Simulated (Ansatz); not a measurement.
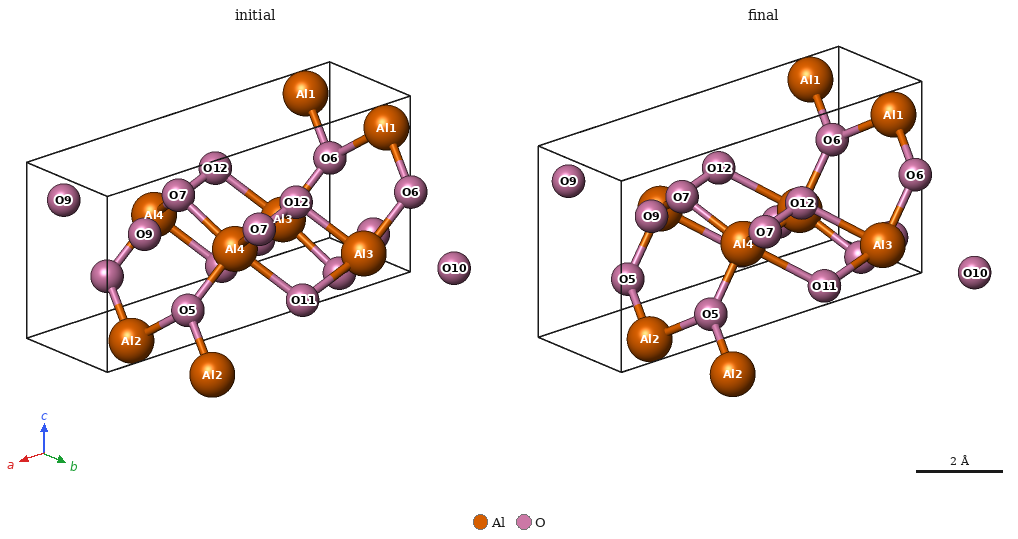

The structure of solid AlO2 (set up in Pnma) (coarse preliminary run) before (left) and after (right) a relaxation, at one scale.

A ball-and-stick model of the cell of the calculation, repeated 1 × 2 × 1 with one cell outlined, seen from a free direction.

Computed with DFT PBE, scalar-relativistic, plane waves, PAW (Ansatz).

Input
```yaml
crystal:
  lattice:
    - [9.44, 0.0, 0.0]
    - [0.0, 2.84, 0.0]
    - [0.0, 0.0, 4.42]
  atoms:
    - { symbol: Al, position: [0.146, 0.25, 0.952] }
    - { symbol: Al, position: [0.854, 0.75, 0.048] }
    - { symbol: Al, position: [0.354, 0.75, 0.452] }
    - { symbol: Al, position: [0.646, 0.25, 0.548] }
    - { symbol: O, position: [0.801, 0.25, 0.287], spin: 0.29 }
    - { symbol: O, position: [0.199, 0.75, 0.713], spin: 0.29 }
    - { symbol: O, position: [0.699, 0.75, 0.787], spin: 0.29 }
    - { symbol: O, position: [0.301, 0.25, 0.213], spin: 0.29 }
    - { symbol: O, position: [0.944, 0.25, 0.802], spin: 0.7 }
    - { symbol: O, position: [0.056, 0.75, 0.198], spin: 0.7 }
    - { symbol: O, position: [0.556, 0.75, 0.302], spin: 0.7 }
    - { symbol: O, position: [0.444, 0.25, 0.698], spin: 0.7 }
basis:
  ecutwfc: 420
kpoints:
  mp_grid: { grid: [2, 8, 4] }
hamiltonian:
  xc: pbe
scf:
  occupations: { method: gaussian, width: 0.1 }
output:
  forces: true
  stress: true
  eigenvalues: true
  populations: true
magnetization:
  spin_polarized: true
relax:
  adjacent_minimum: "off"
  f_tol: 0.05
  max_steps: 80
  cell: { stress_tol: 0.5 }
```

Launched with:
```bash
ansatz run input.yaml --threads 4 --pin off --max-ram 12288MiB --backend cpu --events-out ev --progress --plain --runs-dir out
```

Summarise the run.

Answer. The energy falls by 66.7 meV per atom in 9 accepted moves (12 points after the start). Largest force component: 1 eV/Å at the start, 0.045 eV/Å at the end. Pressure: −0.04 GPa at the start and 0.18 GPa at the end. The line search rejected the trial step at point 9 of the run. At 2 points the geometry stayed and the basis and grid were re-selected for the new cell (energy shift of 9.2 meV per atom at most each time). The largest moves relative to the cell, 0.39 Å, are those of O5, O6, O7 and O8. O6 goes along [1 0 2]. Largest moves by element: O 0.39 Å, Al 0.16 Å. The drawn cell changes as follows: a 9.440 → 9.354 Å (−0.9 %), b 2.840 → 2.919 Å (+2.8 %), c 4.420 → 4.810 Å (+8.8 %); the volume changes by +10.8 %. Among the contacts that change: Al1–O10 1.980 → 2.134 Å, Al1–O9 2.019 → 1.896 Å, Al1–O8 1.863 → 1.810 Å, Al1–O6 1.839 → 1.824 Å. Among the angles between lasting bonds that change: O6–Al3–O11 160.9° → 140.5°, O11–Al3–O12 77.0° → 64.7°, Al1–O10–Al2 103.0° → 115.3°. The space group stays Pnma (No. 62). Cost: 3.1 min on 4 threads of AMD EPYC (Zen 3) (shared host), peak memory 0.66 GiB.
